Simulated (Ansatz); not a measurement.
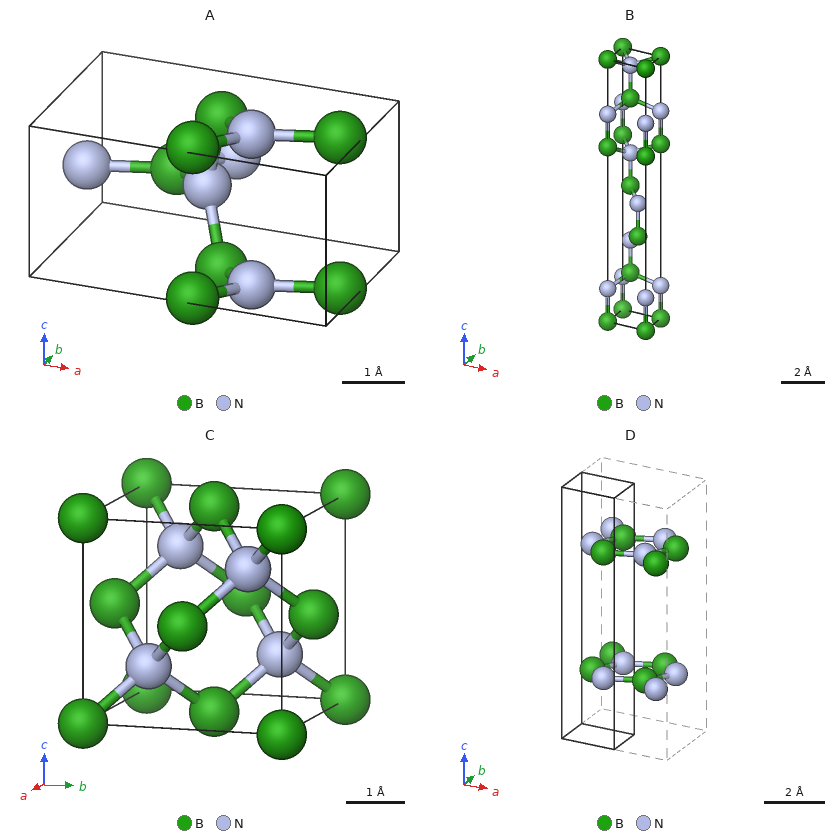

Four structures of BN, each relaxed to rest (conventional cells in solid outline, small ones repeated, each panel with its own scale). Method: DFT PBE, scalar-relativistic, plane waves, PAW (Ansatz), without spin polarisation.

What are the structures shown?

A: 8 atoms a cell on a primitive hexagonal lattice, P-6m2; B: 12 atoms a cell on a primitive hexagonal lattice, P3m1; C: zinc blende (sphalerite type), F-43m; D: 4 atoms a cell on a primitive hexagonal lattice, P6_3/mmc.

Rank them by energy, lowest first.

D, then C (+77 meV/atom), B (+88 meV/atom) and A (+442 meV/atom), energies at zero smearing.

Collect the results in a table.

| panel | structure | E − E(lowest) (meV/atom) | volume (Å³/atom) | gap (eV) |
| --- | --- | --- | --- | --- |
| D | P6_3/mmc | 0 | 11.8 | 4.34 |
| C | F-43m | 77 | 6.0 | 6.29 |
| B | P3m1 | 88 | 6.0 | 5.58 |
| A | P-6m2 | 442 | 11.1 | metal |

Some of these may be structure types tried for this composition rather than known phases, and the most stable form need not be among them. Gaps are taken on the k-mesh or band path of each run.
